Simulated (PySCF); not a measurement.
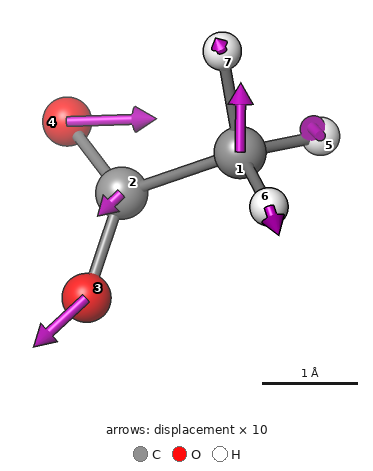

This is a relaxation of C2H3O2 (charge −1). The starting structure is drawn; purple arrows show the displacements, 10 times their true length. The two geometries are superimposed by the best rigid fit.

A ball-and-stick model, seen from a free direction.

The start comes from GFN2-xTB. Its atoms were then displaced at random by about 0.03 Å.

These are results of PySCF, PBE0-D3(BJ)/def2-SVP geometry optimisation, gas phase, not measurements. 

### What happened in the run?

Over 9 geometry steps the energy falls by 43.1 kJ/mol. The largest move after the best rigid fit is that of O4, 0.10 Å. Largest moves by element: O 0.10 Å, C 0.07 Å, H 0.05 Å. Some distances before and after: C1–H6 1.027 → 1.102 Å, C2–O4 1.299 → 1.247 Å, C1–C2 1.518 → 1.569 Å, C1–H7 1.153 → 1.104 Å. Among the angles between lasting bonds that change: C1–C2–O4 122.6° → 114.3°, C2–C1–H6 118.1° → 112.1°, H5–C1–H7 101.1° → 106.3°. The run took 12 s on 1 thread of Arm Neoverse V1, with other jobs on the host.

Limits of the set-up: the basis has no diffuse functions, which an anion needs.
